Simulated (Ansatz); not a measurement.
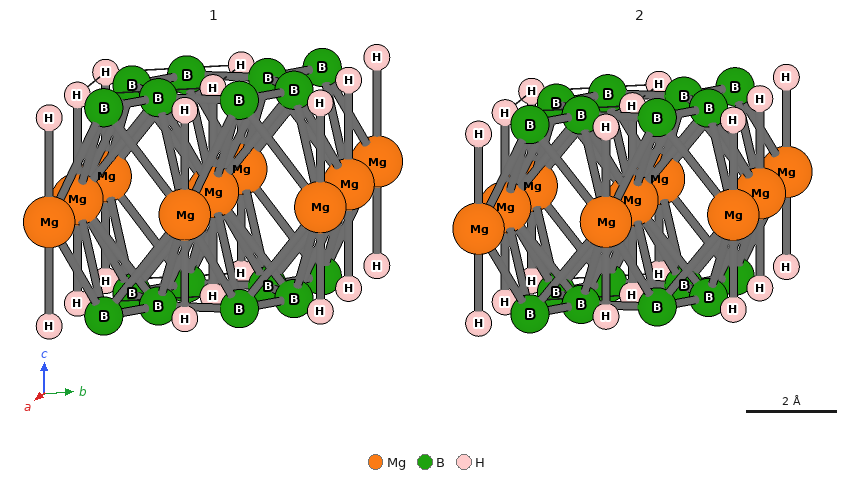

Two geometries of solid MgB$_{2}$H (a generated structure, set up in P6/mmm) (coarse preliminary run), drawn at one scale. One is the start of a relaxation, the other its converged end. A ball-and-stick model of the cell of the calculation, repeated 2 × 2 × 1 with one cell outlined, seen slightly off an axis.

All numbers below come from DFT PBE, scalar-relativistic, plane waves, PAW in Ansatz. (plane-wave cutoff 420 eV; k-point mesh 6 × 6 × 4; occupations gaussian; smearing width 0.1 eV; no spin polarisation; cell and atoms relaxed; force threshold 0.04 eV/Å; at most 70 steps)

Question: Which geometry has the lower energy?

Answer: Structure 2 is the relaxed one. The atoms keep their places relative to the cell (all moves are under 0.005 Å). The drawn cell changes as follows: a = b 3.201 → 3.007 Å (−6.1 %), c 4.723 → 4.293 Å (−9.1 %); the volume changes by −19.8 %. Near-neighbour distances that change, for instance: B–Mg 2.999 → 2.760 Å, H–Mg 2.361 → 2.146 Å, B–B 1.848 → 1.736 Å. The space group stays P6/mmm (No. 191). Over 3 accepted moves (4 points after the start) the energy falls by 133 meV per atom. All forces vanish by symmetry, so only the cell relaxes. The pressure goes from −17.87 to −0.16 GPa. The SCF was repeated once at an unchanged geometry on a basis and grid sized afresh for the cell, which shifted the energy by 1.2 meV per atom at most.
